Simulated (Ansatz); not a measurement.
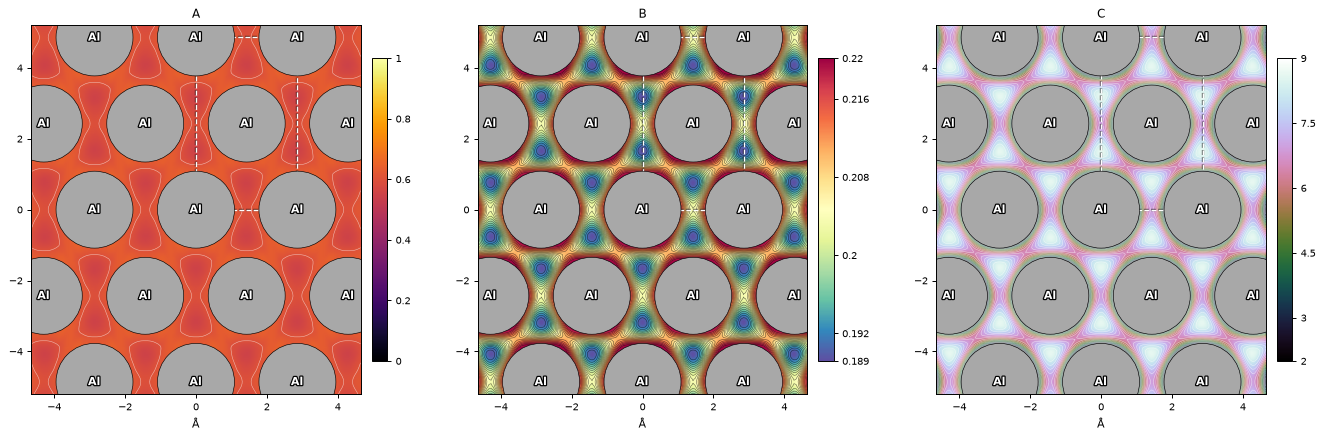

Al: 3 fields on the (011̄) plane of the conventional cell, with unlabelled colour scales. Grey discs cover the atomic cores.

Space group I4/mmm; changed on purpose from its base cell (zz strain of -3 %, PAW files); computed without spin polarisation.

Level of theory: DFT, PBEsol, PAW with Ansatz's default frozen-core files, scalar-relativistic (Ansatz 0.2.0).

Match the panels to the quantities (electron localisation function, electrostatic potential energy of an electron and valence pseudo-density).

Panel A: electron localisation function. Panel B: valence pseudo-density. Panel C: electrostatic potential energy of an electron (low next to the atoms, rising into the space between them). From the grid: Al–Al (2.82 Å): ρ is about 0.21 e/Å³ halfway; the ELF peaks at about 0.65 between the atoms. Al–Al (2.86 Å): ρ at the midpoint is about 0.2 e/Å³; the ELF peaks at about 0.60 between the atoms.
